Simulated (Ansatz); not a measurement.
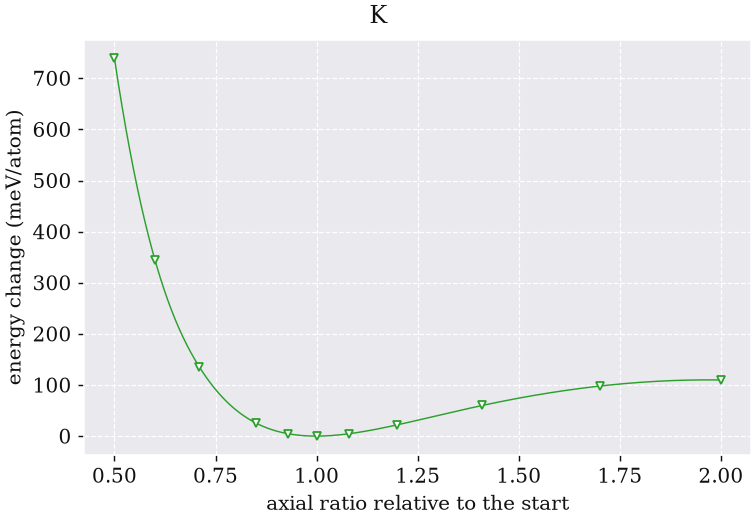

The figure shows the energy change against relative axial ratio for K, space group Im-3m (No. 229).

Structure:
```
CELL_PARAMETERS angstrom
-2.61800 2.61800 2.61800
2.61800 -2.61800 2.61800
2.61800 2.61800 -2.61800
ATOMIC_POSITIONS crystal
K 0.00000 0.00000 0.00000
```

Method: deformation of a crystal at fixed volume, lengths along the axis scaled against those across it, fractional coordinates fixed, by plane-wave density functional theory with PAW datasets, free energies less that of the undisturbed cell, pressure positive in compression; scalar-relativistic (Ansatz 0.2.0). Level: PBEsol, no spin polarisation.

```csv
setting,value
wave cutoff,420 eV
k mesh,14×14×14
occupations,Gaussian
smearing width,0.15 eV
k shift,"(0, 0, 0) (mesh steps)"
start,as given
path,trigonal
axis direction,"(0.5774, 0.5774, 0.5774) (Cartesian unit vector)"
```

From this curve and the settings, what does the calculation give for the pressure at the same points?

The pressure goes from 1.431 GPa at relative axial ratio 0.50 to 0.185 GPa at 2.00, not monotonically, with a low of −0.042 GPa at 1.00.

```csv
axial ratio relative to the start,pressure (GPa)
0.50,1.431
0.60,0.605
0.71,0.205
0.85,0.004
0.93,-0.034
1.00,-0.042
1.08,-0.033
1.20,0.002
1.41,0.080
1.70,0.160
2.00,0.185
```

Limits of the calculation: reference crystal is not relaxed.
